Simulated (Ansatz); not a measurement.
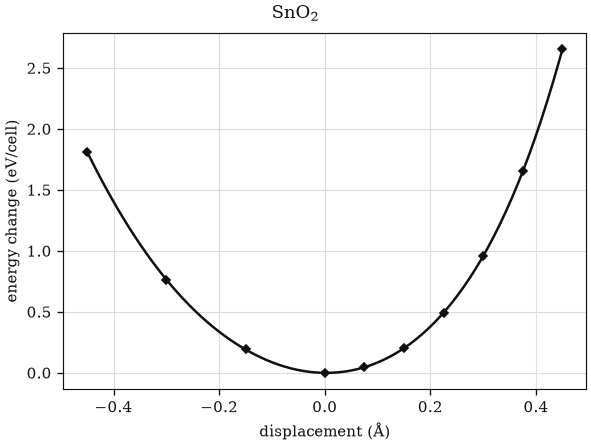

The plot gives the computed energy change against displacement for SnO₂, space group Pnnm (No. 58).

Starting cell:
```xyz
6
Lattice="4.7880 0.0000 0.0000 0.0000 4.8666 0.0000 0.0000 0.0000 3.2409" Properties=species:S:1:pos:R:3 pbc="T T T"
Sn    2.3940    2.4333    1.6204
Sn    0.0000    0.0000    0.0000
O     1.3974    1.5624    0.0000
O     3.7914    0.8709    1.6204
O     0.9966    3.9957    1.6204
O     3.3906    3.3042    0.0000
```

Method: one atom of a crystal moved along a line, all else fixed, by plane-wave density functional theory with PAW datasets, free energies less that of the undisturbed cell, pressure positive in compression; scalar-relativistic (Ansatz 0.2.0). Level: r2SCAN, no spin polarisation.

wave cutoff 500 eV; k mesh 6×6×8; occupations Gaussian; smearing width 0.05 eV; k shift (0, 0, 0) (mesh steps); start as given; moved atom 3; direction (0.5774, 0.5774, 0.5774) (Cartesian unit vector).

From this curve and the settings, what does the calculation give for the force along the direction (sum over moved atoms), pressure and gap on the k mesh at the same points?

The force along the direction (sum over moved atoms) falls from 8.9 eV/Å at displacement −0.450 Å to −15.8 eV/Å at 0.450 Å, and changes sign near 0.00 Å. The pressure goes from 0.7 GPa at displacement −0.450 Å to 10.2 GPa at 0.450 Å, not monotonically, with a low of −8.2 GPa at 0.000 Å, and changes sign near −0.43 Å and 0.30 Å. The gap on the k mesh stays open and runs from 1.005 eV at displacement −0.450 Å to 1.430 eV at 0.450 Å, with its largest value, 1.466 eV, at 0.225 Å.

```csv
displacement (Å),force along the direction (sum over moved atoms) (eV/Å),pressure (GPa),gap on the k mesh (eV)
-0.450,8.9,0.7,1.005
-0.300,5.3,-5.0,1.157
-0.150,2.5,-7.8,1.294
0.000,0.0,-8.2,1.399
0.075,-1.3,-7.4,1.434
0.150,-2.9,-5.9,1.456
0.225,-4.9,-3.6,1.466
0.300,-7.6,-0.3,1.463
0.375,-11.1,4.2,1.450
0.450,-15.8,10.2,1.430
```

Limits of the calculation: reference crystal is not relaxed.
